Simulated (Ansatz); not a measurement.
**Energy of Al along a shift of atoms along one path**

System: Al (C222₁, 4 atoms in the cell).
Method: DFT LDA+D3(BJ), scalar-relativistic, plane waves, PAW, PAW set soft_1, no spin polarisation (Ansatz 0.2.0).

The 6 runs differ only in the geometry, by a shift of atoms along one path in a fixed cell. The shift s is measured from run 4: Al1 moves along the Cartesian direction (−1.00, 0.00, 0.00), and Al3 with it in fixed proportion. The structure derives from a Materials Project entry.

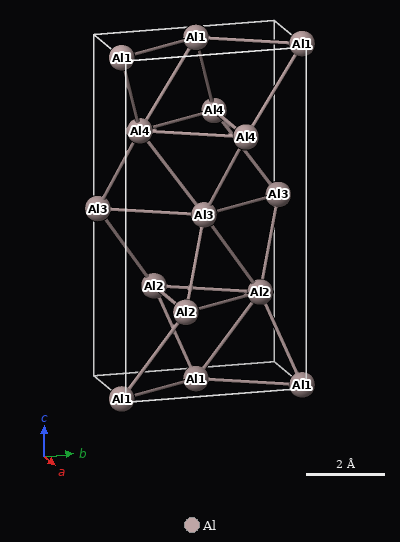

Figure 1. The structure of run 4 (ball-and-stick view of the cell 2 times as large as that of the calculation, set on its symmetry axes, seen slightly off an axis; atoms are numbered from 1 in the order of the input).

### Input of run 4
```yaml
crystal:
  lattice:
    - [2.8118416084, 0.0, 0.0]
    - [-1.4059208042, 2.4351262643, 0.0]
    - [0.0, 0.0, 9.1065785895]
  atoms:
    - { symbol: Al, position: [-0.1271381144, 0.0, 0.0] }
    - { symbol: Al, position: [0.3333333333, 0.6666666667, 0.25] }
    - { symbol: Al, position: [0.1271381144, 0.0, 0.5] }
    - { symbol: Al, position: [0.6666666667, 0.3333333333, 0.75] }
basis:
  ecutwfc: 420
kpoints:
  mp_grid: { grid: [18, 18, 6] }
hamiltonian:
  xc: lda
  pseudopotentials: { kind: paw, azcp: { folder: soft_1 } }
  dispersion: d3bj
scf:
  occupations: { method: gaussian, width: 0.15 }
output:
  forces: true
  stress: true
  eigenvalues: true
```

Command:
```bash
ansatz run input.yaml --threads 2 --pin off --max-ram 4096MiB --backend cpu --events-out ev --progress --plain --runs-dir out
```

Lattice vectors (Å) and fractional positions of run 4:
```
   2.811842    0.000000    0.000000
  -1.405921    2.435126    0.000000
   0.000000    0.000000    9.106579
Al -0.127138  0.000000  0.000000
Al  0.333333  0.666667  0.250000
Al  0.127138  0.000000  0.500000
Al  0.666667  0.333333  0.750000
```

Run 3 differs from it as follows:
```diff
-    - { symbol: Al, position: [-0.1271381144, 0.0, 0.0] }
+    - { symbol: Al, position: [-0.0847587429, 0.0, 0.0] }
-    - { symbol: Al, position: [0.1271381144, 0.0, 0.5] }
+    - { symbol: Al, position: [0.0847587429, 0.0, 0.5] }
```

### Results, with one run withheld

| run | shift s of Al1 (Å) | free energy per atom, from the lowest run given (meV) | pressure (GPa) | force along the path (eV/Å) |
| --- | --- | --- | --- | --- |
| 1 | −0.3575 | 0.00 | −2.35 | 0.000 |
| 2 | −0.2383 | 2.89 | −2.21 | −0.196 |
| 3 | −0.1192 | ? | ? | ? |
| 4 | 0.0000 | 27.32 | −1.14 | −0.635 |
| 5 | 0.1192 | 49.68 | −0.26 | −0.864 |
| 6 | 0.2383 | 78.58 | 0.80 | −1.069 |

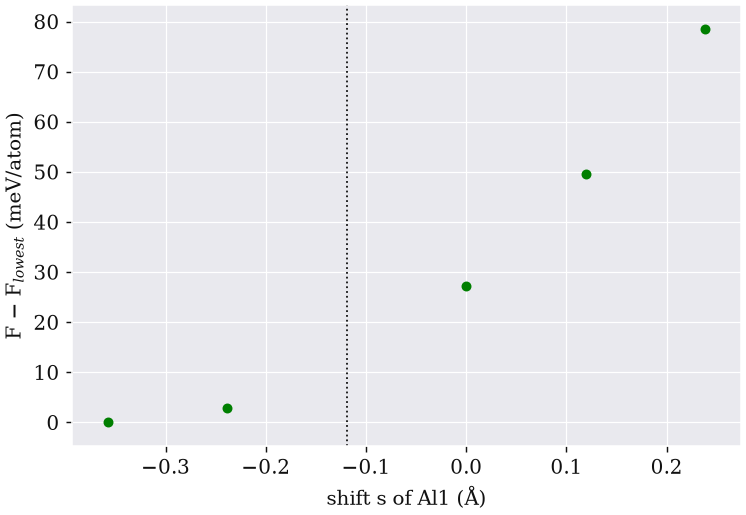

Figure 2. Free energy per atom of the runs given; the dotted line marks run 3.

What should run 3 give?

A cubic polynomial in the coordinate, fitted to the 5 runs given, misses them by at most 0.09 meV per atom. With x = s + 0.0477, it reads F = 20.417 + 135.57 x + 231.48 x² + 20.723 x³ (meV per atom). At run 3 it gives 11.90 meV per atom, and the run itself gives 11.83. The slope of the fit gives a force −dF/ds of −0.411 eV/Å along the path (summed over the atoms that move), and the printed forces give −0.407 eV/Å. The fit has its minimum at s = −0.3531 Å.

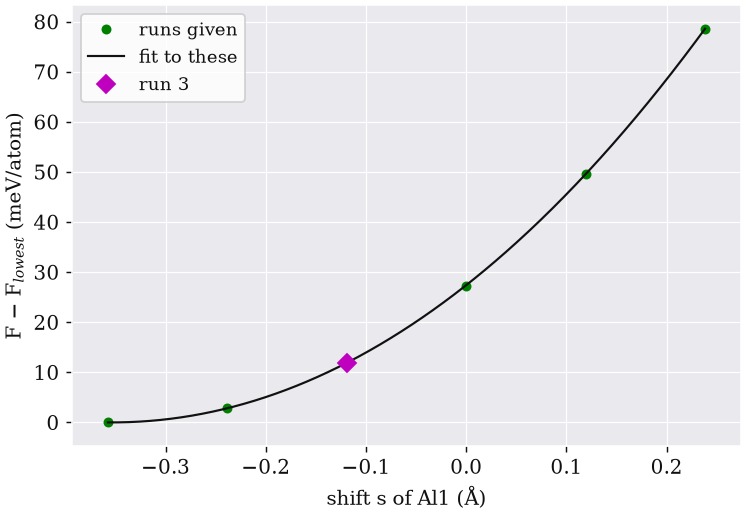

Figure 3. The fit and the withheld run.

### Output, shortened to warnings, some set-up lines, iterations and results (run 3)
```
Warning: [file] the record states the generating functional pbe (its physics header spells it `PBE`), which answers neither for hamiltonian.xc's functional nor for the lda family's — results may be inconsistent (PPs are generated against a specific XC)
Warning: the engine holds no damping parameters fitted to this dispersion correction and functional, so the run takes those fitted to pbe (hamiltonian.dispersion, under Limitations)
Basis set: ecut = 420 eV, 1231 PW (Γ)
Symmetry: 4 space group operations
k-points: 364 of 1944 (time reversal used)
Initial density: superposition of atomic densities (chi_scale 0.1, normalization cell)
[...]
SCF iter   1: F=—  HF=-2053.069042 eV  |F-HF|=—  |Δ(HF+E_count)|=         —  Δρ=2.16e-2  dr2=2.97e-1  ethr=3.10e-3  ⟨swp⟩=6.6  Hψ=65117  notcnv=0  defer=13
SCF iter   2: F=—  HF=-2052.920890 eV  |F-HF|=—  |Δ(HF+E_count)|=   1.48e-1  Δρ=1.41e-2  dr2=1.26e-1  ethr=2.48e-3  ⟨swp⟩=1.0  Hψ=8008  notcnv=0  defer=21
SCF iter   3: F=—  HF=-2052.838645 eV  |F-HF|=—  |Δ(HF+E_count)|=   8.22e-2  Δρ=3.69e-4  dr2=7.27e-5  ethr=1.05e-3  ⟨swp⟩=1.0  Hψ=4347  notcnv=0  defer=22
SCF iter   4: F=—  HF=-2052.838335 eV  |F-HF|=—  |Δ(HF+E_count)|=   3.10e-4  Δρ=7.00e-5  dr2=8.44e-6  ethr=6.06e-7  ⟨swp⟩=2.0  Hψ=6566  notcnv=0  defer=22
SCF iter   5: F=—  HF=-2052.838333 eV  |F-HF|=—  |Δ(HF+E_count)|=   1.87e-6  Δρ=2.83e-5  dr2=2.00e-6  ethr=7.04e-8  ⟨swp⟩=2.0  Hψ=5859  notcnv=0  defer=22
SCF iter   6: F=—  HF=-2052.838333 eV  |F-HF|=—  |Δ(HF+E_count)|=   5.27e-7  Δρ=7.24e-6  dr2=1.17e-7  ethr=1.66e-8  ⟨swp⟩=1.8  Hψ=5625  notcnv=0  defer=22
SCF iter   7: F=-2052.838333 eV  HF=-2052.838333 eV  |F-HF|=3.19e-9  |Δ(HF+E_count)|=   2.92e-8  Δρ=1.35e-6  dr2=3.92e-9  ethr=8.33e-10  ⟨swp⟩=7.5  Hψ=22146  notcnv=0
SCF 1 converged in 7 iterations: F = -2052.838333 eV  dr2 = 3.92e-9
SCF converged after 7 iterations
Free energy (F): -2052.838333 eV
Harris-Foulkes:  -2052.838333 eV  (|F-HF|=3.19e-9)
Internal energy: -2052.822297 eV  (E = F + TS)
E sigma→0 (E₀):  -2052.830315 eV
Entropy (-TS):   -0.016036 eV (-4.009 meV/atom)
Fermi energy:    8.318284 eV
--- Per-component energies (eV) ---
  E_band       = 45.152956
  E_kinetic    = 93.748287
  E_local      = 42.814476  (includes V_loc(G=0)·N_el)
  E_nonlocal   = 43.338323
  E_hartree    = 0.440657
  E_xc         = -151.213154
  E_vxc        = -119.986036  (∫ρ·V_xc dr)
  E_paw        = -1781.209420  (= ΣΔE_a)
  E_vpaw       = -15.643385  (= ΣTr[D̂ρ^β])
  E_aug_tail   = -0.000015  (compensation charges beyond the density's cutoff)
  E_ewald      = -299.536715
  E_disp       = -1.427602  (pairwise vdW)
  E_core_change = 0.222866  (= ΣΔE_core)
  E_smearing   = -0.016036  (= −TS)
  E_closure    = -0.000000  (closes the sum)
  Σ components = -2052.838333   (vs F -2052.838333, Δ=0.00e0)
--- Forces (eV/Å), atoms counted from 1 ---
  atom   1  Al     0.20351891     0.00000000     0.00000000
  atom   2  Al     0.00000000    -0.08062934     0.00000000
  atom   3  Al    -0.20351891     0.00000000     0.00000000
  atom   4  Al     0.00000000     0.08062934     0.00000000
  max |Σ_I F_I| component: 2.78e-17 eV/Å
--- Stress (GPa, compression-positive) ---
       -2.668161       0.000000       0.000000
        0.000000      -2.599707       0.000000
        0.000000       0.000000      -0.143502
  P = ⅓ Tr σ = -1.8038 GPa (-18.038 kbar)
```

Notes on the run: the PAW datasets were made with another functional; the dispersion correction has no parameters fitted for this combination and takes those fitted for PBE.
